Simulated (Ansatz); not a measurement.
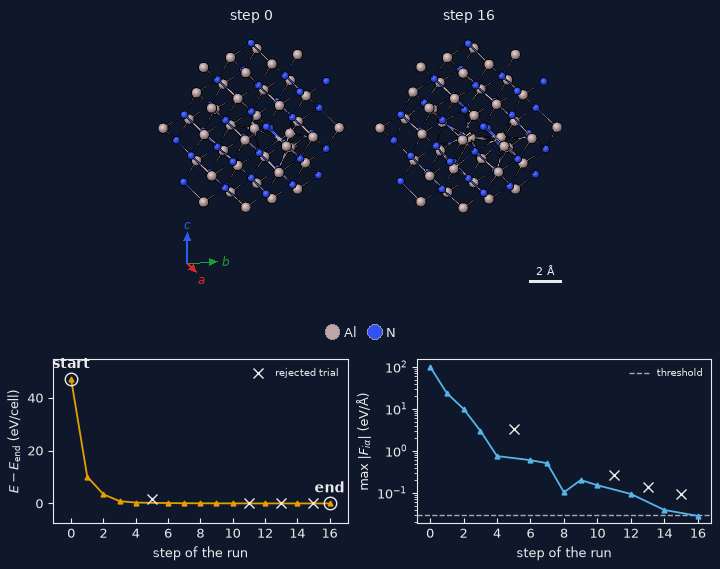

First and last geometry of a relaxation of a defect cell of composition Al33N32, with the history of the run. A ball-and-stick model of the atoms within 5.8 Å of the atom that moves most (axes of the cell of the calculation (origin shifted)), seen slightly off an axis.

Theory: Ansatz, DFT, PBEsol, PAW, plane waves. Settings: plane-wave cutoff 420 eV; k-point mesh 1 × 1 × 1; mesh shifted by (0.25, 0.25, 0.25); collinear spin; atoms relaxed in a fixed cell; force threshold 0.03 eV/Å; at most 80 steps.

> Did the run converge, and what did it change?

It converged. The atom that moves furthest is an Al atom (0.59 Å along −c). By element the largest moves are Al 0.59 Å, N 0.29 Å. The cell doesn't change. Some distances before and after: Al–N 1.098 → 1.806 Å, Al–N 1.103 → 1.776 Å, Al–Al 1.768 → 2.340 Å, Al–Al 1.772 → 2.247 Å. Bond angles that change, for instance: Al–Al–N 91.7° → 65.2°, Al–Al–N 89.0° → 65.3°, Al–N–Al 108.1° → 131.0°. The energy falls by 47.081 eV per cell of the calculation in 12 accepted moves (16 points after the start). The largest force component goes from 100 to 0.028 eV/Å. The line search rejected the trial steps at points 5, 11, 13, 15 of the run. The run took 2.7 min on 8 threads of Intel(R) Xeon(R) Platinum 8259CL CPU @ 2.50GHz, peak memory 1.8 GiB.

```json
{"step": "0", "E − E(0), meV/atom": "0.00", "largest force component, eV/Å": "101.4000", "note": ""}
{"step": "1", "E − E(0), meV/atom": "-569.05", "largest force component, eV/Å": "23.8100", "note": ""}
{"step": "2", "E − E(0), meV/atom": "-671.04", "largest force component, eV/Å": "10.0400", "note": ""}
{"step": "3", "E − E(0), meV/atom": "-711.13", "largest force component, eV/Å": "3.0420", "note": ""}
{"step": "4", "E − E(0), meV/atom": "-719.30", "largest force component, eV/Å": "0.7544", "note": ""}
{"step": "5", "E − E(0), meV/atom": "-697.44", "largest force component, eV/Å": "3.3660", "note": "rejected"}
{"step": "6", "E − E(0), meV/atom": "-722.20", "largest force component, eV/Å": "0.6021", "note": ""}
{"step": "7", "E − E(0), meV/atom": "-723.12", "largest force component, eV/Å": "0.5085", "note": ""}
{"step": "8", "E − E(0), meV/atom": "-723.55", "largest force component, eV/Å": "0.1034", "note": ""}
{"step": "9", "E − E(0), meV/atom": "-723.72", "largest force component, eV/Å": "0.2023", "note": ""}
{"step": "10", "E − E(0), meV/atom": "-723.95", "largest force component, eV/Å": "0.1524", "note": ""}
{"step": "11", "E − E(0), meV/atom": "-723.80", "largest force component, eV/Å": "0.2687", "note": "rejected"}
{"step": "12", "E − E(0), meV/atom": "-724.21", "largest force component, eV/Å": "0.0944", "note": ""}
{"step": "13", "E − E(0), meV/atom": "-724.20", "largest force component, eV/Å": "0.1360", "note": "rejected"}
{"step": "14", "E − E(0), meV/atom": "-724.31", "largest force component, eV/Å": "0.0392", "note": ""}
{"step": "15", "E − E(0), meV/atom": "-724.31", "largest force component, eV/Å": "0.0931", "note": "rejected"}
{"step": "16", "E − E(0), meV/atom": "-724.32", "largest force component, eV/Å": "0.0284", "note": ""}
```
